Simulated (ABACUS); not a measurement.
## A series of single points on Fe

System: Fe (Im-3m, 1 atom in the cell).
Method: Kohn-Sham DFT of a periodic cell, SCAN, SG15 ONCV 1.2 PBE, spin-polarised (ABACUS 3.10.1).

The 7 runs differ only in the geometry, by an even scaling of the cell at fixed fractional positions. The structure derives from an entry of the Crystallography Open Database.

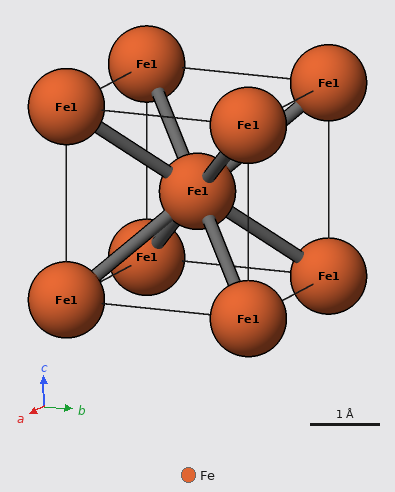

Figure 1. The structure of run 4 (ball-and-stick view of the cell 2 times as large as that of the calculation, set on its symmetry axes, seen slightly off an axis; atoms are numbered from 1 in the order of the input).

### Input file of run 4
```python
"""ABACUS run from a structure file: ASE reads it, the script writes STRU, KPT and INPUT."""
import re
import subprocess
from ase.io import read
from ase.units import Bohr

atoms = read("Fe.cif")
atoms = atoms[(-atoms.numbers).argsort(kind="stable")]  # ABACUS lists atoms element by element
pseudo = {'Fe': 'Fe_ONCV_PBE-1.2.upf'}
orbital = {}
magmoms = [3.0]
kmesh = [8, 8, 8]
params = {
    'suffix': 'Fe',
    'calculation': 'scf',
    'basis_type': 'pw',
    'pseudo_dir': './',
    'symmetry': 1,
    'dft_functional': 'scan',
    'ecutwfc': 104,
    'pseudo_rcut': 10,
    'nspin': 2,
    'nbands': 14,
    'ks_solver': 'dav',
    'smearing_method': 'fd',
    'smearing_sigma': 0.00367493,
    'scf_thr': 1e-08,
    'scf_nmax': 100,
    'mixing_type': 'broyden',
    'mixing_beta': 0.4,
    'cal_force': 1,
    'cal_stress': 1,
    'mixing_tau': 1,
    'kpar': 4,
}

symbols = atoms.get_chemical_symbols()
elements = list(dict.fromkeys(symbols))
lines = ["ATOMIC_SPECIES"] + [f"{e} {atoms.get_masses()[symbols.index(e)]:.4f} {pseudo[e]}" for e in elements]
if orbital:
    lines += ["", "NUMERICAL_ORBITAL"] + [orbital[e] for e in elements]
lines += ["", "LATTICE_CONSTANT", f"{1 / Bohr:.10f}", "", "LATTICE_VECTORS"]
lines += [" ".join(f"{x:.10f}" for x in v) for v in atoms.cell]
lines += ["", "ATOMIC_POSITIONS", "Direct"]
for e in elements:
    lines += ["", e, "0.0", str(symbols.count(e))]
    for i, p in enumerate(atoms.get_scaled_positions(wrap=False)):
        if symbols[i] == e:
            mag = "" if magmoms is None else " mag " + " ".join(str(x) for x in (magmoms[i] if isinstance(magmoms[i], list) else [magmoms[i]]))
            lines.append(" ".join(f"{x:.10f}" for x in p) + " 1 1 1" + mag)
open("STRU", "w").write("\n".join(lines) + "\n")
open("KPT", "w").write("K_POINTS\n0\nGamma\n%d %d %d 0 0 0\n" % tuple(kmesh))
open("INPUT", "w").write("INPUT_PARAMETERS\n" + "".join(f"{k:<20s}{v}\n" for k, v in params.items()))

done = subprocess.run(['mpirun', '-np', '4', 'abacus'])
if done.returncode:
    raise SystemExit(done.returncode)
log = open("OUT.Fe/running_scf.log").read()
print("final energy (eV):", re.findall(r"FINAL_ETOT_IS (\S+)", log))
```

### File Fe.cif of run 4
```
data_Fe
_cell_length_a 2.49934932
_cell_length_b 2.49934932
_cell_length_c 2.49934932
_cell_angle_alpha 109.47122063
_cell_angle_beta 109.47122063
_cell_angle_gamma 109.47122063
_space_group_name_H-M_alt 'P1'
_space_group_name_Hall 'P 1'
_space_group_IT_number 1
loop_
_space_group_symop_operation_xyz
'x,y,z'
loop_
_atom_site_label
_atom_site_type_symbol
_atom_site_symmetry_multiplicity
_atom_site_Wyckoff_symbol
_atom_site_fract_x
_atom_site_fract_y
_atom_site_fract_z
_atom_site_occupancy
Fe1 Fe 1 a 0.0000000000 0.0000000000 0.0000000000 1
```

### File INPUT of run 4
```
INPUT_PARAMETERS
suffix              Fe
calculation         scf
basis_type          pw
pseudo_dir          ./
symmetry            1
dft_functional      scan
ecutwfc             104
pseudo_rcut         10
nspin               2
nbands              14
ks_solver           dav
smearing_method     fd
smearing_sigma      0.00367493
scf_thr             1e-08
scf_nmax            100
mixing_type         broyden
mixing_beta         0.4
cal_force           1
cal_stress          1
mixing_tau          1
kpar                4
```

### File STRU of run 4
```
ATOMIC_SPECIES
Fe 55.8450 Fe_ONCV_PBE-1.2.upf

LATTICE_CONSTANT
1.8897261258

LATTICE_VECTORS
2.4993493200 0.0000000000 0.0000000000
-0.8331164398 2.3564091370 0.0000000000
-0.8331164398 -1.1782045681 2.0407101746

ATOMIC_POSITIONS
Direct

Fe
0.0
1
0.0000000000 0.0000000000 0.0000000000 1 1 1 mag 3.0
```

### File KPT of run 4
```
K_POINTS
0
Gamma
8 8 8 0 0 0
```

Command:
```bash
OMP_NUM_THREADS=1 python run_abacus.py > log
```

Run 2 has the same physical settings and fractional positions; its lattice vectors (Å) are:
```
   2.465570    0.000000    0.000000
  -0.821857    2.324562    0.000000
  -0.821857   -1.162281    2.013130
```

### Results, with one run withheld

| run | volume per atom (Å³) | free energy per atom, from the lowest run given (meV) | pressure (GPa) |
| --- | --- | --- | --- |
| 1 | 11.298 | 25.16 | 12.97 |
| 2 | 11.538 | ? | ? |
| 3 | 11.778 | 1.36 | 2.97 |
| 4 | 12.019 | 0.00 | −1.33 |
| 5 | 12.259 | 4.78 | −5.19 |
| 6 | 12.499 | 15.01 | −8.61 |
| 7 | 12.740 | 30.10 | −11.62 |

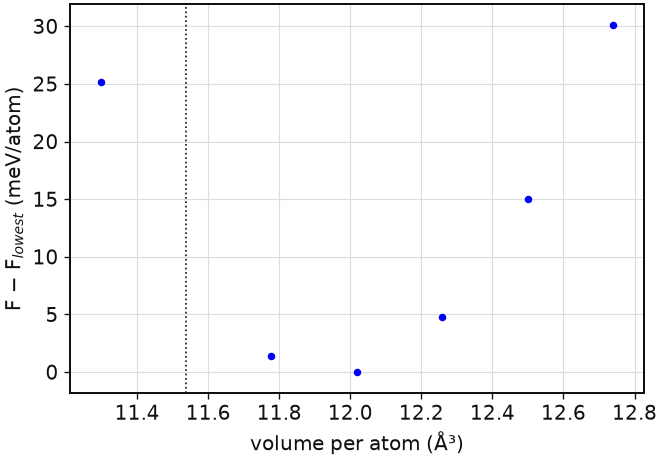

Figure 2. Free energy per atom of the runs given; the dotted line marks run 2.

Fit the runs given and predict run 2.

A cubic polynomial in V^(−2/3) (the Birch–Murnaghan form), fitted to the 6 runs given, misses them by at most 0.02 meV per atom. With x = V^(−2/3) − 0.18991 Å⁻², it reads F = 0.72912 − 1368.4 x + 4.742e+05 x² + 6.8789e+05 x³ (meV per atom). At run 2 it gives 9.46 meV per atom, and the run itself gives 9.53. The slope of the fit gives a pressure −dF/dV of 7.86 GPa there, and the run prints 7.68 GPa. The two needn't agree exactly: the fit is approximate, and the printed stress is taken on a finite basis. The fit has its minimum at 11.947 Å³ per atom, where V d²F/dV² gives 208 GPa: the bulk modulus at this level, since symmetry fixes the shape and the positions.

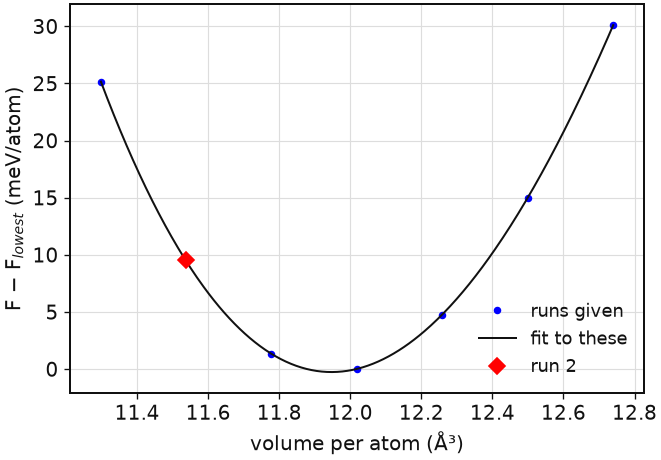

Figure 3. The fit and the withheld run.

### Some lines of the output (run 2)
```
[...]
 E_Fermi        1.3927429360         18.9492397790
 E_Fermi        1.3968941023         19.0057192935
 E_Fermi        1.3958687796         18.9917690632
 E_Fermi        1.3936196548         18.9611681499
 E_Fermi        1.3938054034         18.9636953896
 E_Fermi        1.3937829139         18.9633894043
 E_Fermi        1.3936067842         18.9609930364
 E_Fermi        1.3934219497         18.9584782339
 E_KS(sigma->0) -236.6629508460      -3219.9646369991
 E_Fermi        1.3934284841         18.9585671389
 final etot is -3219.9687283 eV
 EFERMI = 18.958567139 eV
 TOTAL-PRESSURE: 76.809756 KBAR
 !FINAL_ETOT_IS -3219.9687283433986522 eV
```
